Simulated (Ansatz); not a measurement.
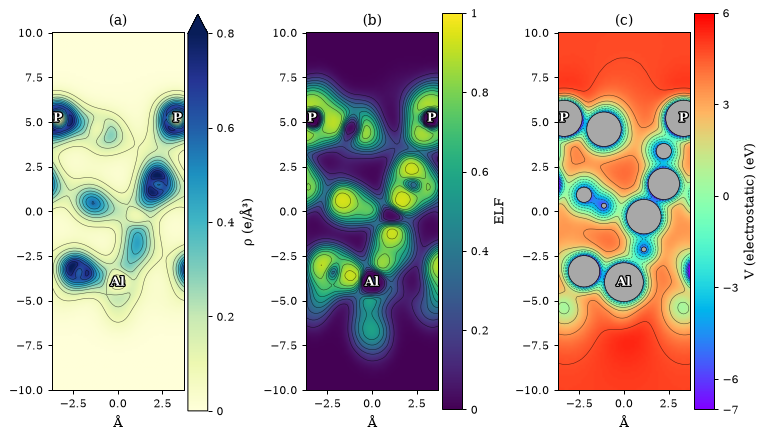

AlP (slab). (a) valence charge density (pseudo); (b) electron localisation function; (c) electrostatic potential energy of an electron on the (100) plane of the calculation cell, a cut from vacuum to vacuum. Grey discs cover the atomic cores in the potential map.

Not relaxed (largest force 2.0 eV/Å).

All numbers below come from DFT PBEsol, scalar-relativistic, plane waves, PAW in Ansatz.

The density is the valence pseudo-density of a PAW calculation; it isn't the true density close to the nuclei.

Q: What do the fields say about this system?

A: Atoms in the plane: Al and P.
Atoms just off the plane (P, 0.5 Å away and Al, 0.5 Å away) can leave unmarked features too.
The density dies away to nearly zero in the vacuum.
